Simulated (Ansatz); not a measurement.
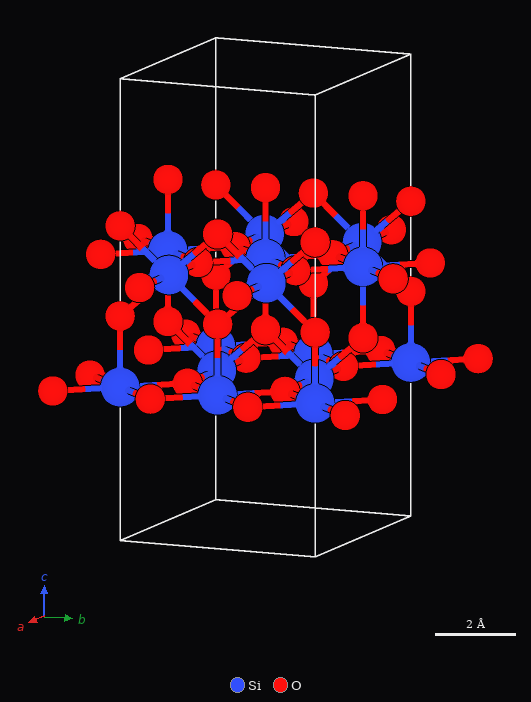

The starting structure (ball-and-stick view of the cell of the calculation, with the vacuum cut short, seen slightly off an axis; bonded neighbours outside the cell are drawn too). An atom can appear more than once, as a periodic image.

## Geometry relaxation of SiO2 (part 1 of 2)

The run: geometry relaxation of SiO2 (slab, 24 atoms in the cell). Method and program: DFT PBE, scalar-relativistic, plane waves, PAW, PAW set soft_1, no spin polarisation (Ansatz 0.2.0).

The structure derives from an entry of the Crystallography Open Database. The input holds or restrains some coordinates. Forces given for the steps count only the free coordinates. It belongs to a series of runs on one base structure; here: start relaxed.

### Input
```yaml
crystal:
  lattice:
    - [5.920605, 0.0, 0.0]
    - [0.0, 5.3368, 0.0]
    - [0.0, 0.0, 17.771416]
  atoms:
    - { symbol: Si, position: [0.0, 0.0, 0.0562701] }
    - { symbol: Si, position: [0.5, 0.25, 0.0562701] }
    - { symbol: O, position: [1.0, 0.0, 0.1581817] }
    - { symbol: O, position: [0.1941, 0.25, 0.0562701] }
    - { symbol: O, position: [0.5, 0.0, 0.1209352] }
    - { symbol: O, position: [0.8059, 0.25, 0.0562701] }
    - { symbol: Si, position: [0.5, 0.0, 0.2228468] }
    - { symbol: Si, position: [0.0, 0.25, 0.2228468] }
    - { symbol: O, position: [0.5, 0.0, 0.3247584] }
    - { symbol: O, position: [0.6941, 0.25, 0.2228468] }
    - { symbol: O, position: [0.0, 0.0, 0.2875118] }
    - { symbol: O, position: [0.3059, 0.25, 0.2228468] }
    - { symbol: Si, position: [0.0, 0.5, 0.0562701] }
    - { symbol: Si, position: [0.5, 0.75, 0.0562701] }
    - { symbol: O, position: [1.0, 0.5, 0.1581817] }
    - { symbol: O, position: [0.1941, 0.75, 0.0562701] }
    - { symbol: O, position: [0.5, 0.5, 0.1209352] }
    - { symbol: O, position: [0.8059, 0.75, 0.0562701] }
    - { symbol: Si, position: [0.5, 0.5, 0.2228468] }
    - { symbol: Si, position: [0.0, 0.75, 0.2228468] }
    - { symbol: O, position: [0.5, 0.5, 0.3247584] }
    - { symbol: O, position: [0.6941, 0.75, 0.2228468] }
    - { symbol: O, position: [0.0, 0.5, 0.2875118] }
    - { symbol: O, position: [0.3059, 0.75, 0.2228468] }
basis:
  ecutwfc: 420.0
kpoints:
  mp_grid: { grid: [2, 2, 1] }
hamiltonian:
  xc: pbe
  pseudopotentials: { kind: paw, azcp: { folder: soft_1 } }
scf:
  occupations: { method: fermi_dirac, width: 0.05 }
  lower_state_search: "off"
relax:
  f_tol: 0.08
  max_steps: 25
  adjacent_minimum: "off"
  constraints: [{ sites: [0, 1, 3, 5, 12, 13, 15, 17] }]
```

Hardware: 1 thread of Arm Neoverse V2, 24 GiB of memory available, shared host.

Run as:
```bash
ansatz run input.yaml --threads 1 --pin off --max-ram 3072MiB --backend cpu --events-out ev --progress --plain --runs-dir out
```

### The program's output
```
Engine: ansatz 0.2.0, aarch64-unknown-linux-gnu
Pseudopotentials: kind: paw
Pseudopotential: Si, paw, valence charge 4, recommended cutoff 420 eV (normal), [file]
Pseudopotential: O, paw, valence charge 6, recommended cutoff 420 eV (normal), [file]
Functional definition: PBE
  parameter kappa = 0.804
  parameter beta = 0.06672455060314922
  exchange = pbe_x(kappa = kappa, mu = beta*pi^2/3)
  correlation = pbe_c(beta = beta)
Crystal: 24 atoms, lattice volume = 561.525 Å³
Basis set: ecut = 420 eV, 10957 PW (Γ), exchange–correlation on 80×72×240 points (8 copies of the dense FFT grid, shifted against one another)
Bands: 88, of which v1, the nominal top of the filled ones, is band 64 counted from 1 (63 counted from 0)
Symmetry: 8 space group operations
Space group: Pmm2 (ITA 25), of the structure as read, at distance tolerance 8.3e-5 Å
k-points: 4
Non-local potential: Si, projectors of the file, l = 0: 2, l = 1: 2, l = 2: 1
Non-local potential: O, projectors of the file, l = 0: 2, l = 1: 2, l = 2: 1
PAW form: soft (Blöchl's): semilocal exchange-correlation on the pseudo side does not see the compensation charge
PAW one-centre angular grid: Si, 110 points (default); XC on 64 Gauss nodes
PAW one-centre angular grid: O, 110 points (default); XC on 64 Gauss nodes
Initial density: superposition of atomic densities (neutral atoms: chi_scale 0, normalization atom)
Initial wavefunctions: pseudopotential atomic-orbital guess
Functional: x = pbe(κ = 0.804, μ = 0.2195149727645171), c = pbe(β = 0.06672455060314922)
SCF iter   1: F=—  HF=-14195.228091 eV  |F-HF|=—  |Δ(HF+E_count)|=         —  Δρ=1.24e-1  dr2=2.05e2  ethr=3.10e-3  ⟨swp⟩=8.2  Hψ=2034  notcnv=0  defer=43
preconditioner: auto → Resta (q_TF=auto, 2.132 Å⁻¹)  ε∞=2.0  [insulator: Δε(μ)=1.204 eV  Ē_g=17.682 eV  σ=0.050 eV  W_gap=1.00  n_scr=94 (ndim 8)  ℏωp=17.7 eV  f_vac=0.562  D(μ)=0.00/eV (n_scr^D=0)  ε∞_Penn≈2.0  vacuum switching on, ρ_ref=2.3e-2 e/Å³]
SCF iter   2: F=—  HF=-14336.426189 eV  |F-HF|=—  |Δ(HF+E_count)|=    1.41e2  Δρ=2.72e-1  dr2=3.41e3  ethr=3.10e-3  ⟨swp⟩=12.2  Hψ=1790  notcnv=0  defer=74  recentre
preconditioner: auto → LDOS  [insulator: Δε(μ)=0.216 eV  Ē_g=14.747 eV  σ=0.050 eV  W_gap=0.63  n_scr=94 (ndim 8)  ℏωp=16.9 eV  f_vac=0.576  D(μ)=7.60/eV (n_scr^D=32)  ε∞_Penn≈2.3  β→1.0]
SCF iter   3: F=—  HF=-14181.475307 eV  |F-HF|=—  |Δ(HF+E_count)|=    1.55e2  Δρ=8.39e-2  dr2=1.28e2  ethr=3.10e-3  ⟨swp⟩=6.2  Hψ=1442  notcnv=0  defer=54
SCF iter   4: F=—  HF=-14170.320317 eV  |F-HF|=—  |Δ(HF+E_count)|=    1.12e1  Δρ=5.26e-2  dr2=2.38e1  ethr=3.10e-3  ⟨swp⟩=4.2  Hψ=918  notcnv=0  defer=74
SCF iter   5: F=—  HF=-14168.521027 eV  |F-HF|=—  |Δ(HF+E_count)|=    1.80e0  Δρ=4.52e-2  dr2=2.69e1  ethr=3.10e-3  ⟨swp⟩=5.2  Hψ=713  notcnv=0  defer=54
SCF iter   6: F=—  HF=-14168.396854 eV  |F-HF|=—  |Δ(HF+E_count)|=   1.24e-1  Δρ=1.60e-2  dr2=2.78e0  ethr=3.10e-3  ⟨swp⟩=3.2  Hψ=439  notcnv=0  defer=53
SCF iter   7: F=—  HF=-14168.104306 eV  |F-HF|=—  |Δ(HF+E_count)|=   2.93e-1  Δρ=1.73e-2  dr2=3.90e0  ethr=2.17e-3  ⟨swp⟩=3.2  Hψ=455  notcnv=0  defer=59
SCF iter   8: F=—  HF=-14168.003749 eV  |F-HF|=—  |Δ(HF+E_count)|=   1.01e-1  Δρ=1.05e-2  dr2=8.97e-1  ethr=2.17e-3  ⟨swp⟩=2.0  Hψ=389  notcnv=0  defer=59
SCF iter   9: F=—  HF=-14168.003220 eV  |F-HF|=—  |Δ(HF+E_count)|=   5.29e-4  Δρ=1.30e-2  dr2=3.85e0  ethr=7.01e-4  ⟨swp⟩=4.2  Hψ=575  notcnv=0  defer=55  recentre
SCF iter  10: F=—  HF=-14167.966583 eV  |F-HF|=—  |Δ(HF+E_count)|=   3.66e-2  Δρ=9.40e-3  dr2=5.31e-1  ethr=7.01e-4  ⟨swp⟩=4.0  Hψ=432  notcnv=0  defer=54
SCF iter  11: F=—  HF=-14167.917250 eV  |F-HF|=—  |Δ(HF+E_count)|=   4.93e-2  Δρ=4.77e-3  dr2=1.38e-1  ethr=4.15e-4  ⟨swp⟩=2.5  Hψ=429  notcnv=0  defer=56
SCF iter  12: F=—  HF=-14167.913902 eV  |F-HF|=—  |Δ(HF+E_count)|=   3.35e-3  Δρ=6.74e-4  dr2=3.35e-3  ethr=1.08e-4  ⟨swp⟩=3.0  Hψ=471  notcnv=0  defer=56
SCF iter  13: F=—  HF=-14167.914846 eV  |F-HF|=—  |Δ(HF+E_count)|=   9.44e-4  Δρ=7.45e-4  dr2=3.82e-3  ethr=2.62e-6  ⟨swp⟩=2.8  Hψ=692  notcnv=0  defer=56
SCF iter  14: F=—  HF=-14167.914858 eV  |F-HF|=—  |Δ(HF+E_count)|=   1.23e-5  Δρ=2.73e-4  dr2=1.69e-3  ethr=2.62e-6  ⟨swp⟩=1.2  Hψ=297  notcnv=0  defer=56
SCF iter  15: F=—  HF=-14167.914868 eV  |F-HF|=—  |Δ(HF+E_count)|=   9.59e-6  Δρ=1.68e-4  dr2=4.34e-4  ethr=1.32e-6  ⟨swp⟩=1.2  Hψ=311  notcnv=0  defer=56
SCF iter  16: F=-14167.914869 eV  HF=-14167.914868 eV  |F-HF|=5.74e-7  |Δ(HF+E_count)|=   3.92e-7  Δρ=5.45e-5  dr2=9.26e-6  ethr=7.81e-8  ⟨swp⟩=4.0  Hψ=1301  notcnv=0
SCF 1 converged in 16 iterations: F = -14167.914869 eV  dr2 = 9.26e-6
  greatest PAW one-centre occupation: 0.884 electrons in one spin orbital (limit 2), on the O atom at site 20 (counted from 0), in its partial waves of l = 0
relax step   1: F+E_penalty+E_count = -14167.91486887 eV  Δ(F+E_penalty+E_count) = +0.000e0 eV  max|allowed force component| = 4.663e0 eV/Å  Δτ_max = 0.0000 Å  (16 SCF iters, dr2 threshold 1.00e-4 eV, accepted)
Initial density: handed on by an earlier stage of this run
Initial wavefunctions: those handed on with the density
iter 1 solved again at ethr=6.53e-5 eV; its pass at ethr=3.10e-3 eV (dr2=8.36e-2 eV) is discarded
SCF iter   1: F=—  HF=-14168.594319 eV  |F-HF|=—  |Δ(HF+E_count)|=         —  Δρ=3.29e-3  dr2=8.68e-2  ethr=6.53e-5  ⟨swp⟩=2.0  Hψ=1310  notcnv=0  defer=58
preconditioner: auto → LDOS  [metal: Δε(μ)=0.055 eV  Ē_g=15.210 eV  σ=0.050 eV  W_gap=0.26  n_scr=94 (ndim 8)  ℏωp=17.7 eV  f_vac=0.573  D(μ)=21.46/eV (n_scr^D=174)  β→1.0]
SCF iter   2: F=—  HF=-14168.573987 eV  |F-HF|=—  |Δ(HF+E_count)|=   2.03e-2  Δρ=2.02e-3  dr2=2.87e-2  ethr=6.53e-5  ⟨swp⟩=3.0  Hψ=559  notcnv=0  defer=58
SCF iter   3: F=—  HF=-14168.570407 eV  |F-HF|=—  |Δ(HF+E_count)|=   3.58e-3  Δρ=9.74e-4  dr2=6.57e-3  ethr=2.24e-5  ⟨swp⟩=2.0  Hψ=559  notcnv=0  defer=63
SCF iter   4: F=—  HF=-14168.570706 eV  |F-HF|=—  |Δ(HF+E_count)|=   2.99e-4  Δρ=7.50e-4  dr2=3.71e-3  ethr=5.13e-6  ⟨swp⟩=2.0  Hψ=475  notcnv=0  defer=63
SCF iter   5: F=—  HF=-14168.570686 eV  |F-HF|=—  |Δ(HF+E_count)|=   1.99e-5  Δρ=3.62e-4  dr2=4.66e-4  ethr=2.90e-6  ⟨swp⟩=1.2  Hψ=290  notcnv=0  defer=63
SCF iter   6: F=—  HF=-14168.570903 eV  |F-HF|=—  |Δ(HF+E_count)|=   2.17e-4  Δρ=1.92e-4  dr2=1.76e-4  ethr=3.64e-7  ⟨swp⟩=2.0  Hψ=507  notcnv=0  defer=63
SCF iter   7: F=-14168.570958 eV  HF=-14168.570954 eV  |F-HF|=4.51e-6  |Δ(HF+E_count)|=   5.07e-5  Δρ=6.80e-5  dr2=3.45e-5  ethr=7.81e-8  ⟨swp⟩=3.8  Hψ=1217  notcnv=0
SCF 2 converged in 7 iterations: F = -14168.570958 eV  dr2 = 3.45e-5
  greatest PAW one-centre occupation: 0.883 electrons in one spin orbital (limit 2), on the O atom at site 20 (counted from 0), in its partial waves of l = 0
relax step   2: F+E_penalty+E_count = -14168.57095836 eV  Δ(F+E_penalty+E_count) = -6.561e-1 eV  max|allowed force component| = 3.470e0 eV/Å  Δτ_max = 0.0346 Å  (7 SCF iters, dr2 threshold 1.00e-4 eV, accepted)
SCF iter   1: F=—  HF=-14170.857615 eV  |F-HF|=—  |Δ(HF+E_count)|=         —  Δρ=3.73e-2  dr2=1.85e1  ethr=3.10e-3  ⟨swp⟩=6.5  Hψ=1426  notcnv=0  defer=32
[...]
preconditioner: auto → LDOS  [metal: Δε(μ)=0.105 eV  Ē_g=15.439 eV  σ=0.050 eV  W_gap=0.47  n_scr=94 (ndim 8)  ℏωp=17.7 eV  f_vac=0.577  D(μ)=7.05/eV (n_scr^D=32)  β→1.0]
relax step   3: F+E_penalty+E_count = -14169.58455791 eV  Δ(F+E_penalty+E_count) = -1.014e0 eV  max|allowed force component| = 2.350e0 eV/Å  Δτ_max = 0.1275 Å  (11 SCF iters, dr2 threshold 1.00e-4 eV, accepted)
preconditioner: auto → LDOS  [metal: Δε(μ)=0.045 eV  Ē_g=15.086 eV  σ=0.050 eV  W_gap=0.22  n_scr=94 (ndim 8)  ℏωp=17.7 eV  f_vac=0.570  D(μ)=20.96/eV (n_scr^D=166)  β→1.0]
  greatest PAW one-centre occupation: 0.882 electrons in one spin orbital (limit 2), on the O atom at site 20 (counted from 0), in its partial waves of l = 0
relax step   4: F+E_penalty+E_count = -14170.19242258 eV  Δ(F+E_penalty+E_count) = -6.079e-1 eV  max|allowed force component| = 7.215e-1 eV/Å  Δτ_max = 0.2000 Å  (10 SCF iters, dr2 threshold 1.00e-4 eV, accepted)
preconditioner: auto → LDOS  [metal: Δε(μ)=0.057 eV  Ē_g=14.974 eV  σ=0.050 eV  W_gap=0.27  n_scr=94 (ndim 8)  ℏωp=17.7 eV  f_vac=0.563  D(μ)=17.86/eV (n_scr^D=124)  β→1.0]
relax step   5: F+E_penalty+E_count = -14170.46491386 eV  Δ(F+E_penalty+E_count) = -2.725e-1 eV  max|allowed force component| = 3.425e-1 eV/Å  Δτ_max = 0.1887 Å  (8 SCF iters, dr2 threshold 4.91e-5 eV, accepted)
preconditioner: auto → LDOS  [metal: Δε(μ)=0.082 eV  Ē_g=14.935 eV  σ=0.050 eV  W_gap=0.38  n_scr=94 (ndim 8)  ℏωp=17.7 eV  f_vac=0.558  D(μ)=18.84/eV (n_scr^D=144)  β→1.0]
relax step   6: F+E_penalty+E_count = -14170.50547829 eV  Δ(F+E_penalty+E_count) = -4.056e-2 eV  max|allowed force component| = 3.800e-1 eV/Å  Δτ_max = 0.1277 Å  (10 SCF iters, dr2 threshold 1.11e-5 eV, accepted)
preconditioner: auto → LDOS  [metal: Δε(μ)=0.045 eV  Ē_g=14.965 eV  σ=0.050 eV  W_gap=0.22  n_scr=94 (ndim 8)  ℏωp=17.7 eV  f_vac=0.558  D(μ)=15.73/eV (n_scr^D=102)  β→1.0]
relax step   7: F+E_penalty+E_count = -14170.51419085 eV  Δ(F+E_penalty+E_count) = -8.713e-3 eV  max|allowed force component| = 2.010e-1 eV/Å  Δτ_max = 0.0259 Å  (7 SCF iters, dr2 threshold 3.25e-5 eV, accepted)
preconditioner: auto → LDOS  [metal: Δε(μ)=0.049 eV  Ē_g=14.945 eV  σ=0.050 eV  W_gap=0.24  n_scr=94 (ndim 8)  ℏωp=17.7 eV  f_vac=0.559  D(μ)=16.78/eV (n_scr^D=102)  β→1.0]
relax step   8: F+E_penalty+E_count = -14170.52197037 eV  Δ(F+E_penalty+E_count) = -7.780e-3 eV  max|allowed force component| = 3.371e-2 eV/Å  Δτ_max = 0.0194 Å  (7 SCF iters, dr2 threshold 1.13e-5 eV, accepted)
preconditioner: auto → LDOS  [metal: Δε(μ)=0.059 eV  Ē_g=14.949 eV  σ=0.050 eV  W_gap=0.28  n_scr=94 (ndim 8)  ℏωp=17.7 eV  f_vac=0.559  D(μ)=16.34/eV (n_scr^D=102)  β→1.0]
relax step   9: F+E_penalty+E_count = -14170.52197706 eV  Δ(F+E_penalty+E_count) = -6.688e-6 eV  max|allowed force component| = 3.636e-2 eV/Å  Δτ_max = 0.0000 Å  (7 SCF iters, accepted)
```

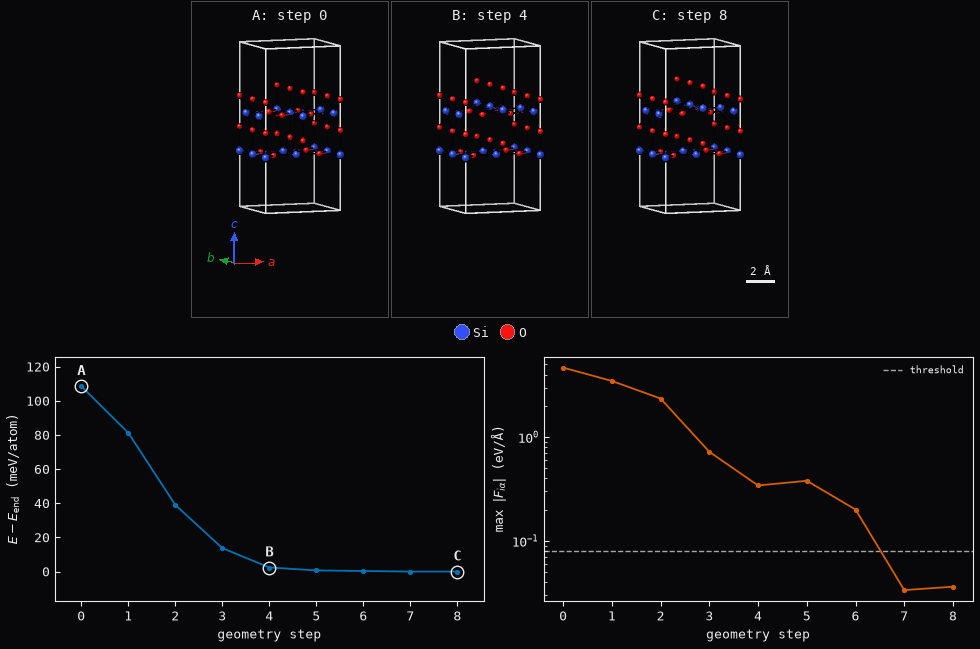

Frames of the restrained relaxation (ball-and-stick view of the cell of the calculation, with the vacuum cut short (origin shifted), seen slightly off an axis) above the curves, on which the letters mark them (the first geometry is step 0 here and step 1 in the log).

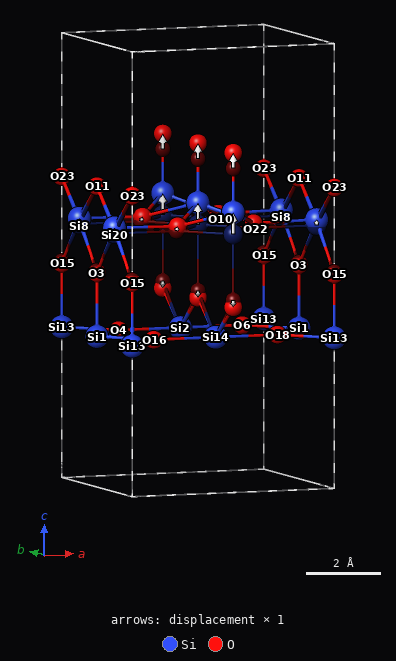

Start (faint) and end (solid) with the displacements as white arrows, at true length (ball-and-stick view of the cell of the calculation, with the vacuum cut short (origin shifted), seen slightly off an axis). The largest moves, 0.60 Å, are those of Si7 and Si19. Largest moves by element: Si 0.60 Å, O 0.43 Å. The cell doesn't change. Among the contacts that change: O17–Si19 1.811 → 2.608 Å, Si19–O21 1.811 → 1.640 Å, O15–Si20 1.761 → 1.913 Å, O5–Si14 1.761 → 1.640 Å. Bonds break: O17–Si19 (1.81 → 2.61 Å), O5–Si7 (1.81 → 2.61 Å). Among the angles that change: O10–Si7–O24 180.0° → 149.7°, O9–Si7–O10 90.0° → 105.2°, O5–Si2–O17 98.5° → 108.9°. After 8 geometry steps the energy has fallen by 109 meV per atom. Largest force component: 4.7 eV/Å at the start, 0.036 eV/Å at the end. (Atoms are counted from 1 in the order of the input.)

```
Free energy (F): -14170.521977 eV
Harris-Foulkes:  -14170.521977 eV  (|F-HF|=5.22e-8)
Internal energy: -14170.388118 eV  (E = F + TS)
E sigma→0 (E₀):  -14170.455047 eV
Entropy (-TS):   -0.133859 eV (-5.577 meV/atom)
Fermi energy:    -0.658548 eV
--- Per-component energies (eV) ---
  E_band       = -1176.931774
  E_kinetic    = 3097.291085
  E_local      = -63245.146124  (includes V_loc(G=0)·N_el)
  E_nonlocal   = 1002.461969
  E_hartree    = 30270.438736
  E_xc         = -1606.592891
  E_vxc        = -1858.304246  (∫ρ·V_xc dr)
  E_paw        = -6701.678829  (= ΣΔE_a)
[...]
  E_vpaw       = -714.124737  (= ΣTr[D̂ρ^β])
  E_aug_tail   = 0.012671  (compensation charges beyond the density's cutoff)
  E_ewald      = 23012.825267
  E_smearing   = -0.133859  (= −TS)
  E_closure    = 0.000000  (closes the sum)
  Σ components = -14170.521977   (vs F -14170.521977, Δ=0.00e0)
--- Forces (eV/Å), atoms counted from 1 ---
  atom   1  Si     0.00000000     0.00000000     6.78128169
  atom   2  Si    -0.00000000     0.00000000     0.25180827
  atom   3  O      0.00000000     0.00000000     0.02183238
  atom   4  O     -1.41954021     0.00000000    -3.51468405
  atom   5  O      0.00000000     0.00000000    -0.00221005
  atom   6  O      1.41954021     0.00000000    -3.51468405
  atom   7  Si     0.00000000    -0.00000000    -0.03636034
  atom   8  Si    -0.00000000     0.00000000    -0.01386217
  atom   9  O     -0.00000000     0.00000000     0.02578909
  atom  10  O     -0.01453569     0.00000000     0.01032541
  atom  11  O      0.00000000     0.00000000    -0.01958605
  atom  12  O      0.01453569     0.00000000     0.01032541
  atom  13  Si     0.00000000     0.00000000     6.78128169
  atom  14  Si     0.00000000     0.00000000     0.25180827
  atom  15  O      0.00000000     0.00000000     0.02183238
  atom  16  O     -1.41954021     0.00000000    -3.51468405
  atom  17  O      0.00000000     0.00000000    -0.00221005
  atom  18  O      1.41954021     0.00000000    -3.51468405
  atom  19  Si     0.00000000    -0.00000000    -0.03636034
  atom  20  Si    -0.00000000    -0.00000000    -0.01386217
  atom  21  O      0.00000000    -0.00000000     0.02578909
  atom  22  O     -0.01453569     0.00000000     0.01032541
  atom  23  O      0.00000000     0.00000000    -0.01958605
  atom  24  O      0.01453569     0.00000000     0.01032541
  max |Σ_I F_I| component: 4.89e-5 eV/Å
```
